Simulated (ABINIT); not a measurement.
# Single-point calculation of SnO2

System: SnO2 (P4₂/mnm, 6 atoms in the cell).
Method: Kohn-Sham DFT of a periodic cell, LDA, JTH PAW LDA v2.0, no spin polarisation (ABINIT 10.8.3).

The structure derives from an entry of the Crystallography Open Database.

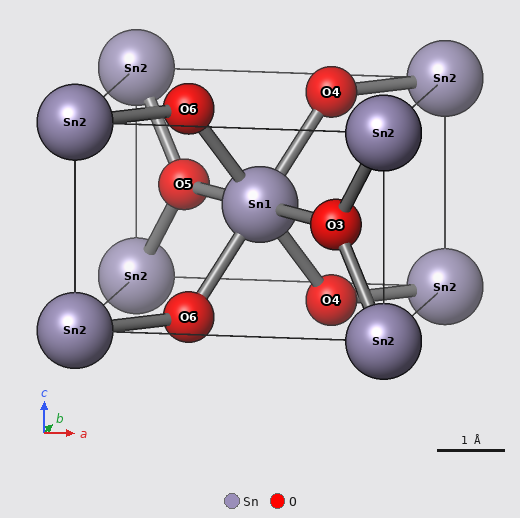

**Figure 1.** The input geometry (ball-and-stick view of the cell of the calculation, seen slightly off an axis; atoms are numbered from 1 in the order of the input). Near neighbours in the crystal (not all of them lie inside the picture): Sn has 6 O at 2.05 to 2.06 Å; O has 3 Sn at 2.05 to 2.06 Å.

### The input
```
pp_dirpath "./"
pseudos "Sn.LDA_PW-JTH.xml, O.LDA_PW-JTH.xml"

acell 4.738 4.738 3.1865 Angstrom
rprim
     1.0000000000     0.0000000000     0.0000000000
     0.0000000000     1.0000000000     0.0000000000
     0.0000000000     0.0000000000     1.0000000000
ntypat 2
znucl 50 8
natom 6
typat 1 1 2 2 2 2
xred
     0.5000000000     0.5000000000     0.5000000000
     0.0000000000     0.0000000000     0.0000000000
     0.8071000000     0.1929000000     0.5000000000
     0.6929000000     0.6929000000     0.0000000000
     0.1929000000     0.8071000000     0.5000000000
     0.3071000000     0.3071000000     0.0000000000

ecut 23.0
pawecutdg 45.0

kptopt 1
ngkpt 5 5 6
nshiftk 1
shiftk 0.0 0.0 0.0

ixc 7

nband 32
occopt 3
tsmear 0.05 eV

nstep 100
tolvrs 1.0e-9

iomode 3
prtwf 0
prtden 0
prteig 0
prtebands 0
enunit 2
```

Hardware: 1 thread of Arm Neoverse V1, 24 GiB of memory available, shared host.

Run as:
```bash
abinit run.abi > log 2>&1
```

### The program's output
```
.Version 10.8.3 of ABINIT
 Symmetries : space group P4_2/m n m (#136); Bravais tP (primitive tetrag.)
================================================================================
 Values of the parameters that define the memory need of the present run
     intxc =       0    ionmov =       0      iscf =      17    lmnmax =      18
     lnmax =       6     mgfft =      40  mpssoang =       3    mqgrid =    3001
     natom =       6  nloc_mem =       2    nspden =       1   nspinor =       1
    nsppol =       1      nsym =      16    n1xccc =       1    ntypat =       2
    occopt =       3   xclevel =       1
       mpw =        2577          nfft =       43200          nkpt =          24
 PAW method is used; the additional fine FFT grid is defined by:
   mgfftf=        60    nfftf =    144000
================================================================================
================================================================================

--------------------------------------------------------------------------------
------------- Echo of variables that govern the present computation ------------
--------------------------------------------------------------------------------
 -outvars: echo values of preprocessed input variables --------
            acell      8.9535223846E+00  8.9535223846E+00  6.0216123002E+00 Bohr
              amu      1.18710000E+02  1.59994000E+01
             ecut      2.30000000E+01 Hartree
           enunit           2
              ixc           7
         kptrlatt        5    0    0      0    5    0      0    0    6
          kptrlen      3.61296738E+01
            natom           6
            nband          32
            ngfft          40      40      27
          ngfftdg          60      60      40
             nkpt          24
            nstep         100
             nsym          16
           ntypat           2
           occopt           3
        pawecutdg      4.50000000E+01 Hartree
           prtden           0
        prtebands           0
           prteig           0
            prtwf           0
          spgroup         136
           tolvrs      1.00000000E-09
           tsmear      1.83746611E-03 Hartree
            typat      1  1  2  2  2  2
           useylm           1
           xangst      2.3690000000E+00  2.3690000000E+00  1.5932500000E+00
                       0.0000000000E+00  0.0000000000E+00  0.0000000000E+00
                       3.8240398000E+00  9.1396020000E-01  1.5932500000E+00
                       3.2829602000E+00  3.2829602000E+00  0.0000000000E+00
                       9.1396020000E-01  3.8240398000E+00  1.5932500000E+00
                       1.4550398000E+00  1.4550398000E+00  0.0000000000E+00
            xcart      4.4767611923E+00  4.4767611923E+00  3.0108061501E+00
                       0.0000000000E+00  0.0000000000E+00  0.0000000000E+00
                       7.2263879166E+00  1.7271344680E+00  3.0108061501E+00
                       6.2038956603E+00  6.2038956603E+00  0.0000000000E+00
                       1.7271344680E+00  7.2263879166E+00  3.0108061501E+00
                       2.7496267243E+00  2.7496267243E+00  0.0000000000E+00
             xred      5.0000000000E-01  5.0000000000E-01  5.0000000000E-01
                       0.0000000000E+00  0.0000000000E+00  0.0000000000E+00
                       8.0710000000E-01  1.9290000000E-01  5.0000000000E-01
                       6.9290000000E-01  6.9290000000E-01  0.0000000000E+00
                       1.9290000000E-01  8.0710000000E-01  5.0000000000E-01
                       3.0710000000E-01  3.0710000000E-01  0.0000000000E+00
            znucl       50.00000    8.00000

================================================================================

 chkinp: Checking input parameters for consistency.

================================================================================
== DATASET  1 ==================================================================

--- !DatasetInfo
iteration_state: {dtset: 1, }
dimensions: {natom: 6, nkpt: 24, mband: 32, nsppol: 1, nspinor: 1, nspden: 1, mpw: 2577, }
cutoff_energies: {ecut:  23.0, pawecutdg:  45.0, }
electrons: {nelect:   5.20000000E+01, charge:   0.00000000E+00, occopt:   3.00000000E+00, tsmear:   1.83746611E-03, }
meta: {optdriver: 0, ionmov: 0, optcell: 0, iscf: 17, paral_kgb: 0, }
...

 Exchange-correlation functional for the present dataset will be:
  LDA: Perdew-Wang 92 LSD fit to Ceperley-Alder data - ixc=7
  J.P.Perdew and Y.Wang, PRB 45, 13244 (1992)

 Real(R)+Recip(G) space primitive vectors, cartesian coordinates (Bohr,Bohr^-1):
 R(1)=  8.9535224  0.0000000  0.0000000  G(1)=  0.1116879  0.0000000  0.0000000
 R(2)=  0.0000000  8.9535224  0.0000000  G(2)=  0.0000000  0.1116879  0.0000000
 R(3)=  0.0000000  0.0000000  6.0216123  G(3)=  0.0000000  0.0000000  0.1660685
 Unit cell volume ucvol=  4.8272594E+02 bohr^3
 Angles (23,13,12)=  9.00000000E+01  9.00000000E+01  9.00000000E+01 degrees

 Coarse grid specifications (used for wave-functions):

 getcut: wavevector=  0.0000  0.0000  0.0000  ngfft=  40  40  27
         ecut(hartree)=     23.000   => boxcut(ratio)=   2.00001

 Fine grid specifications (used for densities):

 getcut: wavevector=  0.0000  0.0000  0.0000  ngfft=  60  60  40
         ecut(hartree)=     45.000   => boxcut(ratio)=   2.19976

--- Pseudopotential description ------------------------------------------------
- pspini: atom type   1  psp file is ./Sn.LDA_PW-JTH.xml
 Pseudopotential format is: paw10
 basis_size (lnmax)=  6 (lmn_size= 18), orbitals=   0   0   1   1   2   2
 Spheres core radius: rc_sph= 2.51086398
 Shapefunction is BESSEL type: shapef(r,l)=aa(1,l)*jl(q(1,l)*r)+aa(2,l)*jl(q(2,l)*r)
 Radius for shape functions =  1.40702157
 Compensation charge density is not taken into account in XC energy/potential

- pspini: atom type   2  psp file is ./O.LDA_PW-JTH.xml
 Pseudopotential format is: paw10
 basis_size (lnmax)=  4 (lmn_size=  8), orbitals=   0   0   1   1
 Spheres core radius: rc_sph= 1.41465230
 Shapefunction is SIN type: shapef(r)=[sin(pi*r/rshp)/(pi*r/rshp)]**2
 Radius for shape functions =  1.20231231
 Compensation charge density is not taken into account in XC energy/potential

   3.51094873E+03                                ecore*ucvol(ha*bohr**3)
--------------------------------------------------------------------------------

================================================================================

--- !BeginCycle
iteration_state: {dtset: 1, }
solver: {iscf: 17, nstep: 100, nline: 4, wfoptalg: 10, }
tolerances: {tolvrs: 1.00E-09, }
...

     iter   Etot(hartree)      deltaE(h)  residm     nres2
 ETOT  1  -204.23173779622    -2.042E+02 4.240E-01 6.581E+01
 ETOT  2  -204.42444021569    -1.927E-01 5.718E-02 2.244E+01
 ETOT  3  -204.39867585219     2.576E-02 1.026E-02 1.470E+00
 ETOT  4  -204.39759008631     1.086E-03 6.626E-03 3.381E-02
 ETOT  5  -204.39755377015     3.632E-05 2.706E-03 3.023E-03
 ETOT  6  -204.39754981692     3.953E-06 5.560E-03 4.606E-05
 ETOT  7  -204.39754994080    -1.239E-07 2.615E-03 5.533E-06
 ETOT  8  -204.39754994872    -7.915E-09 7.650E-03 8.335E-07
 ETOT  9  -204.39754994783     8.881E-10 2.333E-03 2.589E-08
 ETOT 10  -204.39754994787    -3.772E-11 4.726E-03 2.672E-09
 ETOT 11  -204.39754994787     2.245E-12 9.105E-04 2.202E-10

 At SCF step   11       nres2   =  2.20E-10 < tolvrs=  1.00E-09 =>converged.

 Cartesian components of stress tensor (hartree/bohr^3)
  sigma(1 1)=  6.45259322E-05  sigma(3 2)=  0.00000000E+00
  sigma(2 2)=  6.45259322E-05  sigma(3 1)=  0.00000000E+00
  sigma(3 3)=  3.46805080E-05  sigma(2 1)=  0.00000000E+00

--- !ResultsGS
iteration_state: {dtset: 1, }
comment   : Summary of ground state results
lattice_vectors:
- [  8.9535224,   0.0000000,   0.0000000, ]
- [  0.0000000,   8.9535224,   0.0000000, ]
- [  0.0000000,   0.0000000,   6.0216123, ]
lattice_lengths: [   8.95352,    8.95352,    6.02161, ]
lattice_angles: [ 90.000,  90.000,  90.000, ] # degrees, (23, 13, 12)
lattice_volume:   4.8272594E+02
convergence: {deltae:  2.245E-12, res2:  2.202E-10, residm:  9.105E-04, diffor: null, }
etotal    :  -2.04397550E+02
entropy   :   0.00000000E+00
fermie    :   2.03495825E-01
cartesian_stress_tensor: # hartree/bohr^3
- [  6.45259322E-05,   0.00000000E+00,   0.00000000E+00, ]
- [  0.00000000E+00,   6.45259322E-05,   0.00000000E+00, ]
- [  0.00000000E+00,   0.00000000E+00,   3.46805080E-05, ]
pressure_GPa:  -1.6057E+00
xred      :
- [  5.0000E-01,   5.0000E-01,   5.0000E-01, Sn]
- [  0.0000E+00,   0.0000E+00,   0.0000E+00, Sn]
- [  8.0710E-01,   1.9290E-01,   5.0000E-01,  O]
- [  6.9290E-01,   6.9290E-01,   0.0000E+00,  O]
- [  1.9290E-01,   8.0710E-01,   5.0000E-01,  O]
- [  3.0710E-01,   3.0710E-01,   0.0000E+00,  O]
cartesian_forces: # hartree/bohr
- [ -1.44560290E-19,  -0.00000000E+00,  -0.00000000E+00, ]
- [ -1.44560290E-19,  -0.00000000E+00,  -0.00000000E+00, ]
- [ -1.91920818E-03,   1.91920818E-03,  -0.00000000E+00, ]
- [  1.91920818E-03,   1.91920818E-03,  -0.00000000E+00, ]
- [  1.91920818E-03,  -1.91920818E-03,  -0.00000000E+00, ]
- [ -1.91920818E-03,  -1.91920818E-03,  -0.00000000E+00, ]
force_length_stats: {min:   1.44560290E-19, max:   2.71417023E-03, mean:   1.80944682E-03, }
...

 Integrated electronic density in atomic spheres:
 ------------------------------------------------
 Atom  Sphere_radius  Integrated_density
    1        2.51086         12.23879585
    2        2.51086         12.23879585
    3        1.41465          4.56733107
    4        1.41465          4.56733107
    5        1.41465          4.56733107
    6        1.41465          4.56733107

================================================================================

 ----iterations are completed or convergence reached----

 Mean square residual over all n,k,spin=   28.651E-07; max=  91.053E-05
 reduced coordinates (array xred) for    6 atoms
       0.500000000000      0.500000000000      0.500000000000
       0.000000000000      0.000000000000      0.000000000000
       0.807100000000      0.192900000000      0.500000000000
       0.692900000000      0.692900000000      0.000000000000
       0.192900000000      0.807100000000      0.500000000000
       0.307100000000      0.307100000000      0.000000000000
 rms dE/dt=  1.1456E-02; max dE/dt=  1.7184E-02; dE/dt below (all hartree)
    1       0.000000000000      0.000000000000      0.000000000000
    2       0.000000000000      0.000000000000      0.000000000000
    3       0.017183673363     -0.017183673363      0.000000000000
    4      -0.017183673363     -0.017183673363      0.000000000000
    5      -0.017183673363      0.017183673363      0.000000000000
    6       0.017183673363      0.017183673363      0.000000000000

 cartesian coordinates (angstrom) at end:
    1      2.36900000000000     2.36900000000000     1.59325000000000
    2      0.00000000000000     0.00000000000000     0.00000000000000
    3      3.82403980000000     0.91396020000000     1.59325000000000
    4      3.28296020000000     3.28296020000000     0.00000000000000
    5      0.91396020000000     3.82403980000000     1.59325000000000
    6      1.45503980000000     1.45503980000000     0.00000000000000

 cartesian forces (hartree/bohr) at end:
    1     -0.00000000000000    -0.00000000000000    -0.00000000000000
    2     -0.00000000000000    -0.00000000000000    -0.00000000000000
    3     -0.00191920817582     0.00191920817582    -0.00000000000000
    4      0.00191920817582     0.00191920817582    -0.00000000000000
    5      0.00191920817582    -0.00191920817582    -0.00000000000000
    6     -0.00191920817582    -0.00191920817582    -0.00000000000000
 frms,max,avg= 1.2794721E-03 1.9192082E-03   0.000E+00  0.000E+00  0.000E+00 h/b

 cartesian forces (eV/Angstrom) at end:
    1     -0.00000000000000    -0.00000000000000    -0.00000000000000
    2     -0.00000000000000    -0.00000000000000    -0.00000000000000
    3     -0.09868965238483     0.09868965238483    -0.00000000000000
    4      0.09868965238483     0.09868965238483    -0.00000000000000
    5      0.09868965238483    -0.09868965238483    -0.00000000000000
    6     -0.09868965238483    -0.09868965238483    -0.00000000000000
 frms,max,avg= 6.5793102E-02 9.8689652E-02   0.000E+00  0.000E+00  0.000E+00 e/A
 length scales=  8.953522384551  8.953522384551  6.021612300205 bohr
              =  4.738000000000  4.738000000000  3.186500000000 angstroms
 Fermi (or HOMO) energy (hartree) =   0.20350   Average Vxc (hartree)=  -0.42820
 Eigenvalues (hartree) for nkpt=  24  k points:
 kpt#   1, nband= 32, wtk=  0.00667, kpt=  0.0000  0.0000  0.0000 (reduced coord)
  -0.58826   -0.56107   -0.55038   -0.54936   -0.54936   -0.54605   -0.54475   -0.54135
  -0.54012   -0.54012   -0.50699   -0.43603   -0.43603   -0.36877   -0.11912    0.03000
   0.03000    0.03381    0.06640    0.10517    0.11189    0.13762    0.13762    0.15318
   0.15318    0.18267    0.22412    0.39997    0.40685    0.40685    0.55403    0.56163
      occupation numbers for kpt#   1
   2.00000    2.00000    2.00000    2.00000    2.00000    2.00000    2.00000    2.00000
   2.00000    2.00000    2.00000    2.00000    2.00000    2.00000    2.00000    2.00000
   2.00000    2.00000    2.00000    2.00000    2.00000    2.00000    2.00000    2.00000
   2.00000    1.99998    0.00003    0.00000    0.00000    0.00000    0.00000    0.00000
 prteigrs : prtvol=0 or 1, do not print more k-points.

 Fermi (or HOMO) energy (eV) =   5.53740   Average Vxc (eV)= -11.65187
 Eigenvalues (   eV  ) for nkpt=  24  k points:
 kpt#   1, nband= 32, wtk=  0.00667, kpt=  0.0000  0.0000  0.0000 (reduced coord)
 -16.00750  -15.26756  -14.97654  -14.94880  -14.94880  -14.85873  -14.82352  -14.73087
 -14.69734  -14.69734  -13.79589  -11.86485  -11.86485  -10.03469   -3.24137    0.81643
   0.81643    0.92004    1.80694    2.86195    3.04459    3.74490    3.74490    4.16821
   4.16821    4.97075    6.09871   10.88363   11.07096   11.07096   15.07585   15.28262
 prteigrs : prtvol=0 or 1, do not print more k-points.

--- !EnergyTerms
iteration_state     : {dtset: 1, }
comment             : Components of total free energy in Hartree
kinetic             :  5.42043221642503E+01
hartree             :  6.39287556538398E+01
xc                  : -2.51668374564449E+01
Ewald energy        : -1.53716967537747E+02
psp_core            :  7.27317186932692E+00
local_psp           : -1.87132520404977E+02
PAW spherical_terms :  3.62125166597929E+01
internal            : -2.04397559051958E+02
'-kT*entropy'       : -8.17149434329479E-09
total_energy        : -2.04397559060130E+02
total_energy_eV     : -5.56194092732090E+03
...

--- !EnergyTermsDC
iteration_state     : {dtset: 1, }
comment             : '"Double-counting" decomposition of free energy'
band_energy         : -1.28065036155504E+01
Ewald energy        : -1.53716967537747E+02
psp_core            :  7.27317186932692E+00
xc_dc               : -6.47492783904285E+01
PAW spherical_terms :  1.96020277347028E+01
internal            : -2.04397549939696E+02
'-kT*entropy'       : -8.17149434329479E-09
total_energy_dc     : -2.04397549947867E+02
total_energy_dc_eV  : -5.56194067936361E+03
...

--- !EnergyTermsWithPAWCore
iteration_state     : {dtset: 1, }
comment             : 'Components of total free energy, including PAW core contributions'
Total energy        : -1.26433860542770E+04
Total energy DC     : -1.26433860451648E+04
Total energy (eV)   : -3.44044061379982E+05
Total energy DC (eV): -3.44044061132025E+05
...

 Cartesian components of stress tensor (hartree/bohr^3)
  sigma(1 1)=  6.45259322E-05  sigma(3 2)=  0.00000000E+00
  sigma(2 2)=  6.45259322E-05  sigma(3 1)=  0.00000000E+00
  sigma(3 3)=  3.46805080E-05  sigma(2 1)=  0.00000000E+00

-Cartesian components of stress tensor (GPa)         [Pressure= -1.6057E+00 GPa]
- sigma(1 1)=  1.89841847E+00  sigma(3 2)=  0.00000000E+00
- sigma(2 2)=  1.89841847E+00  sigma(3 1)=  0.00000000E+00
- sigma(3 3)=  1.02033577E+00  sigma(2 1)=  0.00000000E+00

== END DATASET(S) ==============================================================
================================================================================

 -outvars: echo values of variables after computation  --------
            acell      8.9535223846E+00  8.9535223846E+00  6.0216123002E+00 Bohr
           etotal     -2.0439754995E+02
            fcart     -1.4456028966E-19 -0.0000000000E+00 -0.0000000000E+00
                      -1.4456028966E-19 -0.0000000000E+00 -0.0000000000E+00
                      -1.9192081758E-03  1.9192081758E-03 -0.0000000000E+00
                       1.9192081758E-03  1.9192081758E-03 -0.0000000000E+00
                       1.9192081758E-03 -1.9192081758E-03 -0.0000000000E+00
                      -1.9192081758E-03 -1.9192081758E-03 -0.0000000000E+00
           strten      6.4525932209E-05  6.4525932209E-05  3.4680508010E-05
                       0.0000000000E+00  0.0000000000E+00  0.0000000000E+00
           xangst      2.3690000000E+00  2.3690000000E+00  1.5932500000E+00
                       0.0000000000E+00  0.0000000000E+00  0.0000000000E+00
                       3.8240398000E+00  9.1396020000E-01  1.5932500000E+00
                       3.2829602000E+00  3.2829602000E+00  0.0000000000E+00
                       9.1396020000E-01  3.8240398000E+00  1.5932500000E+00
                       1.4550398000E+00  1.4550398000E+00  0.0000000000E+00
             xred      5.0000000000E-01  5.0000000000E-01  5.0000000000E-01
                       0.0000000000E+00  0.0000000000E+00  0.0000000000E+00
                       8.0710000000E-01  1.9290000000E-01  5.0000000000E-01
                       6.9290000000E-01  6.9290000000E-01  0.0000000000E+00
                       1.9290000000E-01  8.0710000000E-01  5.0000000000E-01
                       3.0710000000E-01  3.0710000000E-01  0.0000000000E+00
 Calculation completed.
```

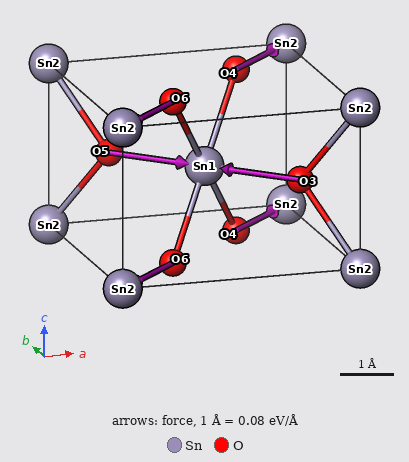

**Figure 2.** Forces on the atoms as pink arrows (ball-and-stick view of the cell of the calculation, seen slightly off an axis; atoms are numbered from 1 in the order of the input). The largest act on all 4 O atoms (0.14 eV/Å). The geometry is not a stationary point of this energy.

### Results in brief

- outcome: converged
- space group (tolerance 0.01 Å): P4₂/mnm (136)
- electrons treated: 52
- free energy: −5561.9407 eV
- Fermi energy: 5.537 eV
- gap on the k-point mesh: 1.13 eV
- pressure: −1.61 GPa
- largest force (length of the vector): 0.140 eV/Å
- wall time: 72 s
- peak memory: 0.14 GiB
